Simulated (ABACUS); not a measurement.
Run report: Li, geometry relaxation (part 1 of 2)

Li (Im-3m, 1 atom in the cell), computed with Kohn-Sham DFT of a periodic cell, OLYP, PseudoDojo NC SR 0.5 PBE standard, no spin polarisation (ABACUS 3.10.1).

The structure derives from an entry of the Crystallography Open Database.

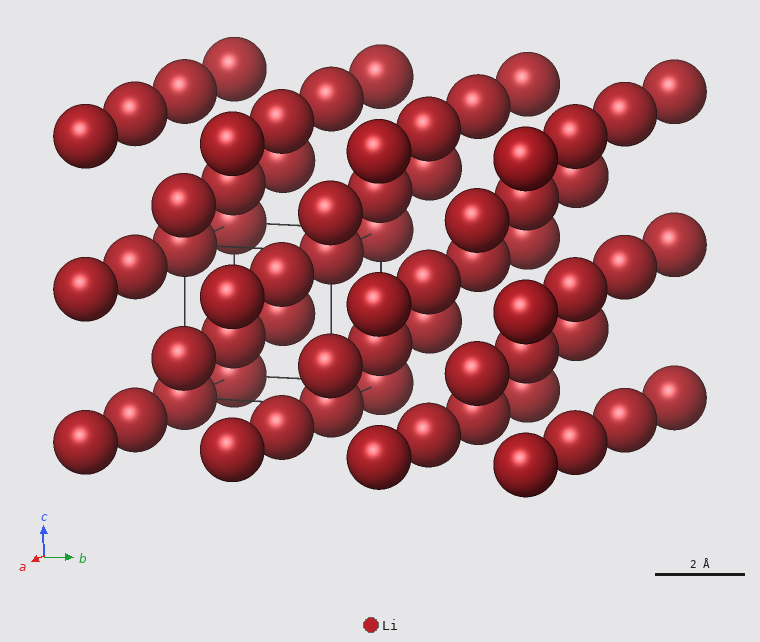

*The starting structure (spheres-only view of the cell 2 times as large as that of the calculation, set on its symmetry axes, repeated 3 × 3 × 2, seen slightly off an axis).*

Input
```python
"""Relaxation by an ASE optimiser with ABACUS as a small file-based calculator."""
import re
import subprocess
import numpy as np
from ase.calculators.calculator import Calculator, all_changes
from ase.filters import FrechetCellFilter
from ase.io import read
from ase.optimize import LBFGS
from ase.stress import full_3x3_to_voigt_6_stress
from ase.units import Bohr, GPa

atoms = read("Li.cif")
atoms = atoms[(-atoms.numbers).argsort(kind="stable")]  # ABACUS lists atoms element by element
pseudo = {'Li': 'Li.upf'}
orbital = {}
magmoms = None
kmesh = [9, 9, 9]
params = {
    'suffix': 'Li',
    'calculation': 'scf',
    'basis_type': 'pw',
    'pseudo_dir': './',
    'symmetry': 1,
    'dft_functional': 'GGA_X_OPTX+GGA_C_LYP',
    'ecutwfc': 74,
    'pseudo_rcut': 10,
    'nspin': 1,
    'nbands': 6,
    'ks_solver': 'dav',
    'smearing_method': 'fd',
    'smearing_sigma': 0.00367493,
    'scf_thr': 1e-08,
    'scf_nmax': 100,
    'mixing_type': 'broyden',
    'mixing_beta': 0.7,
    'cal_force': 1,
    'cal_stress': 1,
    'kpar': 4,
}


def write_input(atoms):
    symbols = atoms.get_chemical_symbols()
    elements = list(dict.fromkeys(symbols))
    lines = ["ATOMIC_SPECIES"] + [f"{e} {atoms.get_masses()[symbols.index(e)]:.4f} {pseudo[e]}" for e in elements]
    if orbital:
        lines += ["", "NUMERICAL_ORBITAL"] + [orbital[e] for e in elements]
    lines += ["", "LATTICE_CONSTANT", f"{1 / Bohr:.10f}", "", "LATTICE_VECTORS"]
    lines += [" ".join(f"{x:.10f}" for x in v) for v in atoms.cell]
    lines += ["", "ATOMIC_POSITIONS", "Direct"]
    for e in elements:
        lines += ["", e, "0.0", str(symbols.count(e))]
        for i, p in enumerate(atoms.get_scaled_positions(wrap=False)):
            if symbols[i] == e:
                mag = "" if magmoms is None else " mag " + " ".join(str(x) for x in (magmoms[i] if isinstance(magmoms[i], list) else [magmoms[i]]))
                lines.append(" ".join(f"{x:.10f}" for x in p) + " 1 1 1" + mag)
    open("STRU", "w").write("\n".join(lines) + "\n")
    open("KPT", "w").write("K_POINTS\n0\nGamma\n%d %d %d 0 0 0\n" % tuple(kmesh))
    open("INPUT", "w").write("INPUT_PARAMETERS\n" + "".join(f"{k:<20s}{v}\n" for k, v in params.items()))


class Abacus(Calculator):
    implemented_properties = ["energy", "free_energy", "forces", "stress"]

    def calculate(self, atoms=None, properties=("energy",), system_changes=all_changes):
        super().calculate(atoms, properties, system_changes)
        write_input(self.atoms)
        subprocess.run(['mpirun', '-np', '4', 'abacus'], check=True)
        log = open("OUT.Li/running_scf.log").read()
        if "charge density convergence is achieved" not in log:
            raise RuntimeError("SCF not converged")
        rows = lambda title, n: np.array([l.split()[-3:] for l in log.split(title)[-1].split("\n")[2:2 + n]], float)
        energy = float(re.findall(r"FINAL_ETOT_IS (\S+)", log)[-1])
        stress = -rows("TOTAL-STRESS", 3) / 10 * GPa  # ABACUS prints kbar, compression positive
        self.results = dict(energy=energy, free_energy=energy, forces=rows("TOTAL-FORCE", len(self.atoms)), stress=full_3x3_to_voigt_6_stress(stress))


atoms.calc = Abacus()
opt = LBFGS(FrechetCellFilter(atoms), logfile="opt.log", trajectory="relax.traj")
print("optimiser converged:", opt.run(fmax=0.03, steps=60))
```

File Li.cif
```
data_Li
_cell_length_a 3.03914295
_cell_length_b 3.03914295
_cell_length_c 3.03914295
_cell_angle_alpha 109.47122063
_cell_angle_beta 109.47122063
_cell_angle_gamma 109.47122063
_space_group_name_H-M_alt 'P1'
_space_group_name_Hall 'P 1'
_space_group_IT_number 1
loop_
_space_group_symop_operation_xyz
'x,y,z'
loop_
_atom_site_label
_atom_site_type_symbol
_atom_site_symmetry_multiplicity
_atom_site_Wyckoff_symbol
_atom_site_fract_x
_atom_site_fract_y
_atom_site_fract_z
_atom_site_occupancy
Li1 Li 1 a 0.0000000000 0.0000000000 0.0000000000 1
```

File INPUT
```
INPUT_PARAMETERS
suffix              Li
calculation         scf
basis_type          pw
pseudo_dir          ./
symmetry            1
dft_functional      GGA_X_OPTX+GGA_C_LYP
ecutwfc             74
pseudo_rcut         10
nspin               1
nbands              6
ks_solver           dav
smearing_method     fd
smearing_sigma      0.00367493
scf_thr             1e-08
scf_nmax            100
mixing_type         broyden
mixing_beta         0.7
cal_force           1
cal_stress          1
kpar                4
```

File STRU
```
ATOMIC_SPECIES
Li 6.9400 Li.upf

LATTICE_CONSTANT
1.8897261258

LATTICE_VECTORS
2.9958294452 0.0000000000 0.0000000000
-0.9986098148 2.8244950881 0.0000000000
-0.9986098148 -1.4122475436 2.4460844994

ATOMIC_POSITIONS
Direct

Li
0.0
1
0.0000000000 0.0000000000 0.0000000000 1 1 1
```

File KPT
```
K_POINTS
0
Gamma
9 9 9 0 0 0
```

Run on 4 threads of Intel Xeon (Sapphire Rapids), 16 GiB of memory available, shared host.

Launched with:
```bash
OMP_NUM_THREADS=1 python run_abacus.py > log
```

Output
```
ABACUS v3.10.1

               Atomic-orbital Based Ab-initio Computation at UStc

 ------------------------------------------------------------------------------------

 READING GENERAL INFORMATION
                           global_out_dir = OUT.Li/
                           global_in_card = INPUT
                               pseudo_dir = ./
                              orbital_dir =
                                    DSIZE = 4
                                    GSIZE = 1

 READING UNITCELL INFORMATION
                                    ntype = 1
                  lattice constant (Bohr) = 1.88973
              lattice constant (Angstrom) = 1

 READING ATOM TYPE 1
                               atom label = Li
                      L=0, number of zeta = 1
                      L=1, number of zeta = 1
                      L=2, number of zeta = 1
             number of atom for this type = 1

                        TOTAL ATOM NUMBER = 1
DIRECT COORDINATES
    atom                   x                   y                   z     mag                  vx                  vy                  vz
taud_Li1            0.0000000000        0.0000000000        0.0000000000  0.0000        0.0000000000        0.0000000000        0.0000000000

                          Volume (Bohr^3) = 139.677
                             Volume (A^3) = 20.698

 Lattice vectors: (Cartesian coordinate: in unit of a_0)
             +2.99583                  +0                  +0
             -0.99861             +2.8245                  +0
             -0.99861            -1.41225            +2.44608
 Reciprocal vectors: (Cartesian coordinate: in unit of 2 pi/a_0)
            +0.333797           +0.118015           +0.204408
                   -0           +0.354046           +0.204408
                   +0                  -0           +0.408817
 The esolver type has been set to : ksdft_pw

                PAO radial cut off (Bohr) = 10

 Read in pseudopotential file is Li.upf
                     pseudopotential type = NC
          exchange-correlation functional = PBE
                 nonlocal core correction = 0
                        valence electrons = 3
                                     lmax = 1
                           number of zeta = 2
                     number of projectors = 4
                           L of projector = 0
                           L of projector = 0
                           L of projector = 1
                           L of projector = 1
 XC functional updated to : GGA_X_OPTX+GGA_C_LYP
          exchange-correlation functional = GGA_X_OPTX+GGA_C_LYP
     initial pseudo atomic orbital number = 2

 SETUP THE ELECTRONS NUMBER
            electron number of element Li = 3
      total electron number of element Li = 3
            AUTOSET number of electrons:  = 3
                           occupied bands = 2
                                   NBANDS = 6
                                   NLOCAL = 9

%%%%%%%%%%%%%%%%%%%%%%%%%%%%%%%%%%%%%%%%%%%%%%%%%%%%%%%%%%%%%%%%%%%%%%%%%%%%%%%%%%%%%%%%%%%%%%%%%%%%%%%%%%
 Warning: the number of valence electrons in pseudopotential > 1 for Li: [He] 2s1
 Pseudopotentials with additional electrons can yield (more) accurate outcomes, but may be less efficient.
 If you're confident that your chosen pseudopotential is appropriate, you can safely ignore this warning.
%%%%%%%%%%%%%%%%%%%%%%%%%%%%%%%%%%%%%%%%%%%%%%%%%%%%%%%%%%%%%%%%%%%%%%%%%%%%%%%%%%%%%%%%%%%%%%%%%%%%%%%%%%

 SETUP THE PLANE WAVE BASIS
 energy cutoff for charge/potential (unit:Ry) = 296
            fft grid for charge/potential = [ 32, 32, 32 ]
                        fft grid division = [ 1, 1, 1 ]
        big fft grid for charge/potential = [ 32, 32, 32 ]
                                     nbxx = 32768
                                     nrxx = 32768

 SETUP PLANE WAVES FOR CHARGE/POTENTIAL
                    number of plane waves = 12017
                         number of sticks = 709

 PARALLEL PW FOR CHARGE/POTENTIAL
     PROC   COLUMNS(POT)             PW
        1            709          12017
 --------------- sum -------------------
        1            709          12017
                            number of |g| = 188
                                  max |g| = 26.741
                                  min |g| = 0

----------- Double Check Mixing Parameters Begin ------------
mixing_type: broyden
mixing_beta: 0.7
mixing_gg0: 1
mixing_gg0_min: 0.1
mixing_ndim: 8
----------- Double Check Mixing Parameters End ------------

 LATTICE VECTORS: (CARTESIAN COORDINATE: IN UNIT OF A0)
             +2.99583                  +0                  +0
             -0.99861             +2.8245                  +0
             -0.99861            -1.41225            +2.44608
                       right hand lattice = 1
                                   NORM_A = 2.99583
                                   NORM_B = 2.99583
                                   NORM_C = 2.99583
                           ALPHA (DEGREE) = 109.471
                           BETA  (DEGREE) = 109.471
                           GAMMA (DEGREE) = 109.471

 The lattice vectors have been changed (STRU_SIMPLE.cif)

(for optimal symmetric configuration:)
                             BRAVAIS TYPE = 2
                     BRAVAIS LATTICE NAME = 02. Cubic I (body-centered)
                                    ibrav = 2
                                    IBRAV = 2
                                  BRAVAIS = BODY CENTERED CUBIC
                       LATTICE CONSTANT A = 3.45929
Original cell was already a primitive cell.
                        ROTATION MATRICES = 48
              PURE POINT GROUP OPERATIONS = 48
                   SPACE GROUP OPERATIONS = 48
                              POINT GROUP = O_h
               POINT GROUP IN SPACE GROUP = O_h
```
